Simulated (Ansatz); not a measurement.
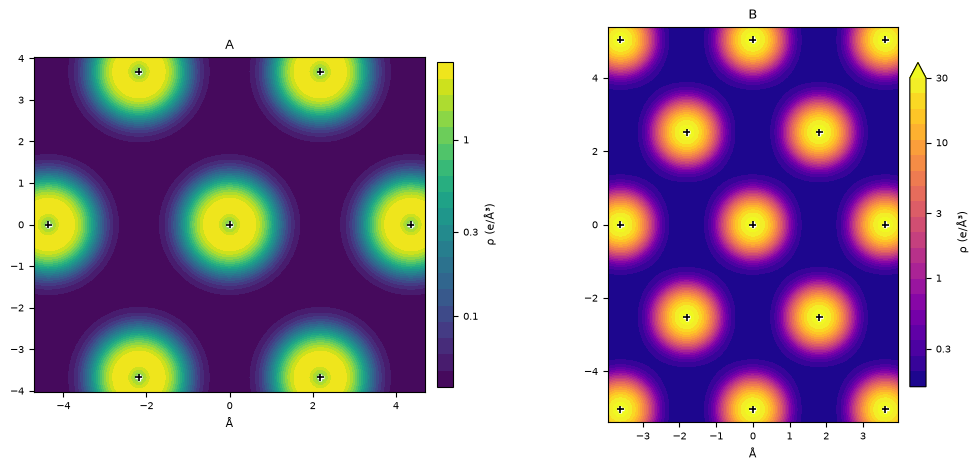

The valence pseudo-density of 2 systems, each on a plane through atoms (crosses mark nuclei in the plane).

Method: Ansatz, DFT PBEsol, scalar-relativistic, plane waves, PAW.

System 1: Sr, the (011̄) plane of the conventional cell. Space group I4/mmm.

```
Sr
1.0
     3.08403   -3.08403    0.00000
     3.08403    3.08403    0.00000
     0.00000    0.00000    5.92134
Sr
2
Direct
  0.00000 0.00000 0.00000
  0.50000 0.50000 0.50000
```

System 2: Hf, the (101) plane of the conventional cell. Space group I4/mmm; changed on purpose from its base cell (strain -0.0250 x Voigt [1, 0, 0, 0, 0, 0], atoms carried along); computed pressure about −7 GPa in this cell.

```yaml
crystal:
  lattice:
    - [0.00000, 0.00000, -3.61000]
    - [0.00000, 3.61000, 0.00000]
    - [3.51975, 0.00000, 0.00000]
  atoms:
    - { symbol: Hf, position: [0.00000, 0.00000, 0.00000] }
    - { symbol: Hf, position: [0.50000, 0.50000, 0.50000] }
```

**Which map belongs to which system?**

Panel A is system 1, Sr: the plane holds Sr. Sr–Sr (4.28 Å): ρ is about 0.04 e/Å³ halfway. Panel B is system 2, Hf: the plane holds Hf. Hf–Hf (3.10 Å): ρ at the midpoint is about 0.19 e/Å³.
